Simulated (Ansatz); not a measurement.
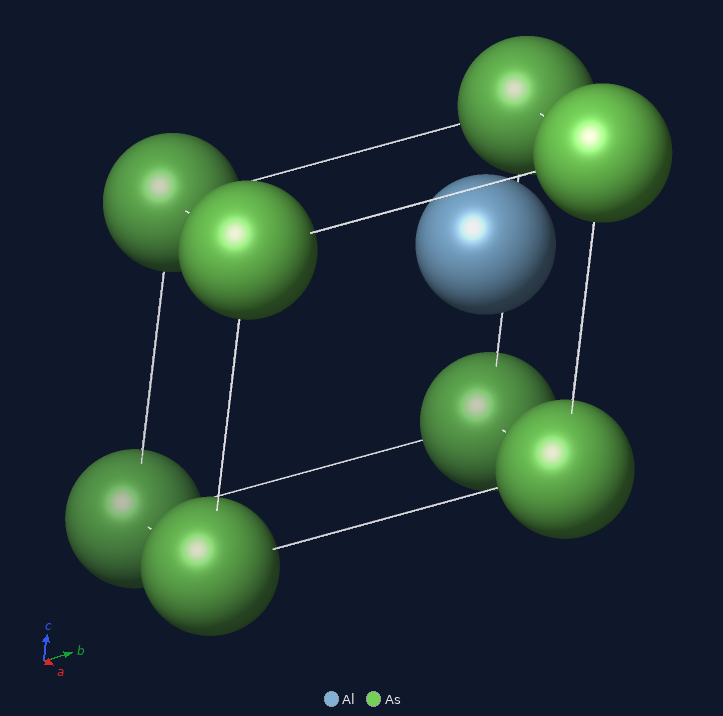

We look at a spheres-only model of the crystal slightly off an axis. The box is the simulation cell; atoms on or close to its faces, edges and corners are drawn wherever they repeat.

Method: DFT, PAW plane waves, r2SCAN in Ansatz; an energy cutoff of 500 eV, an 8×8×8 sampling of the Brillouin zone, Fermi-Dirac smearing of 0.1 eV, no spin polarisation.

**What charge does Bader's analysis assign to each element?**

Al +2.08 e; As -2.08 e.

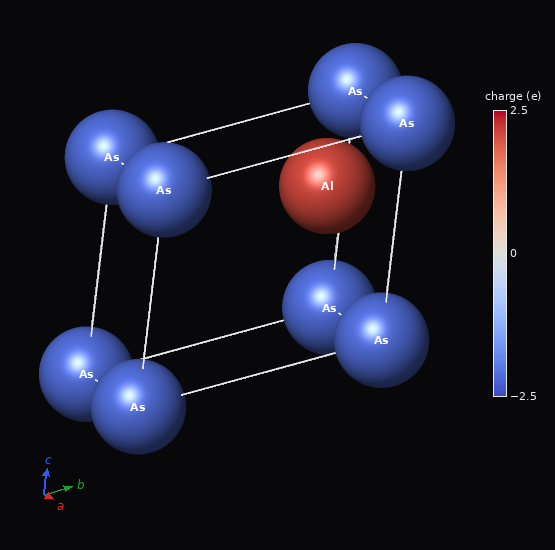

The atoms coloured by those charges.

The initial geometry was a generated cell, made by putting these elements into a known structure type (the compound may or may not exist in this form). The final geometry of a relaxation with DFT, PAW plane waves, r2SCAN (Ansatz) is shown.
